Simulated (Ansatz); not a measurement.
Start from this file.

```cif
data_structure
_symmetry_space_group_name_H-M 'P 1'
_symmetry_Int_Tables_number 1
_cell_length_a 4.0986
_cell_length_b 4.0986
_cell_length_c 9.0065
_cell_angle_alpha 90.000
_cell_angle_beta 90.000
_cell_angle_gamma 90.000
_cell_volume 151.29
loop_
_atom_site_label
_atom_site_type_symbol
_atom_site_fract_x
_atom_site_fract_y
_atom_site_fract_z
_atom_site_occupancy
Sc1 Sc 0.00000 0.00000 0.00000 1
Al1 Al 0.00000 0.50000 0.25000 1
Al2 Al 0.50000 0.00000 0.25000 1
Al3 Al 0.50000 0.50000 0.00000 1
Sc2 Sc 0.50000 0.50000 0.50000 1
Al4 Al 0.50000 0.00000 0.75000 1
Al5 Al 0.00000 0.50000 0.75000 1
Al6 Al 0.00000 0.00000 0.50000 1
```

> Before looking at a picture, describe the arrangement of atoms.

The material is ScAl3. Space group: I4/mmm (No. 139). Lattice: body-centred tetragonal. The cell comprises 2 formula units: 2 Sc, 6 Al. Taking every contact within bonding distance, one finds Sc 12 and Al 4 to 8 (mean 6.7).

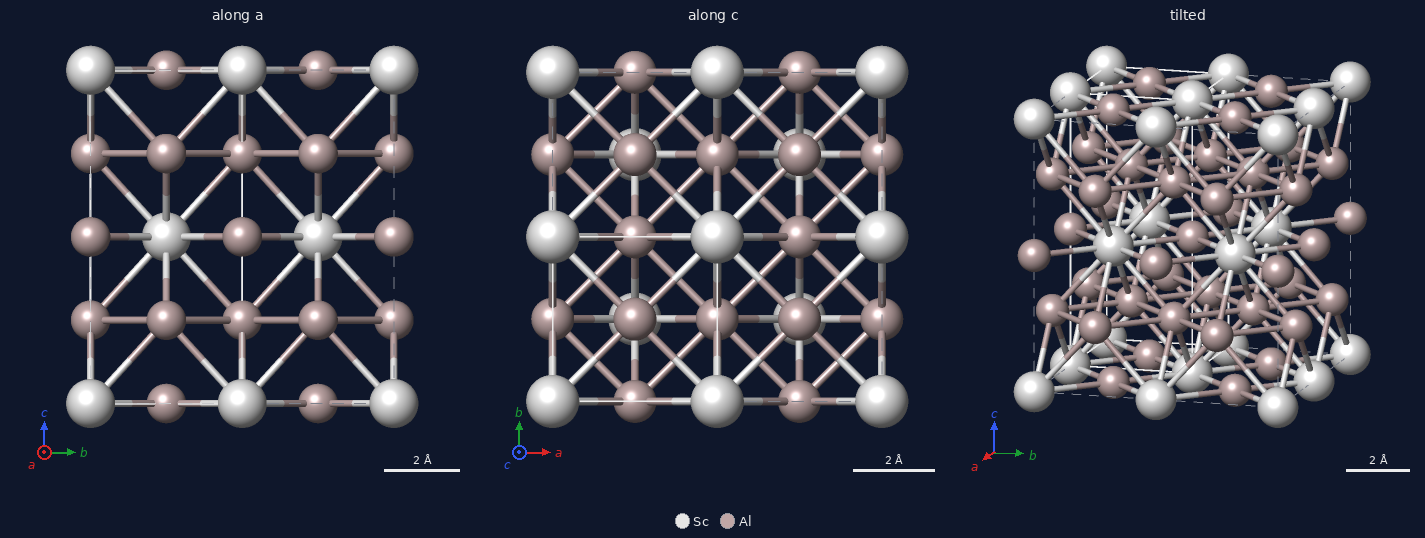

A ball-and-stick picture of a crystal structure, seen along the a axis, along the c axis and slightly off an axis. The drawing covers 2×2×1 cells, and the solid lines enclose one conventional unit cell. Colours: scandium white, aluminium light grey.

Origin of the cell: a structure listed in the Materials Project. The cell was then strained or its atoms displaced on purpose. It was relaxed at fixed volume with DFT PBE, scalar-relativistic, plane waves, PAW (Ansatz 0.2.0).

At this level of theory the cell isn't at rest (stretched, at -4 GPa), so its distances can differ from those at equilibrium, the more so the softer the solid.
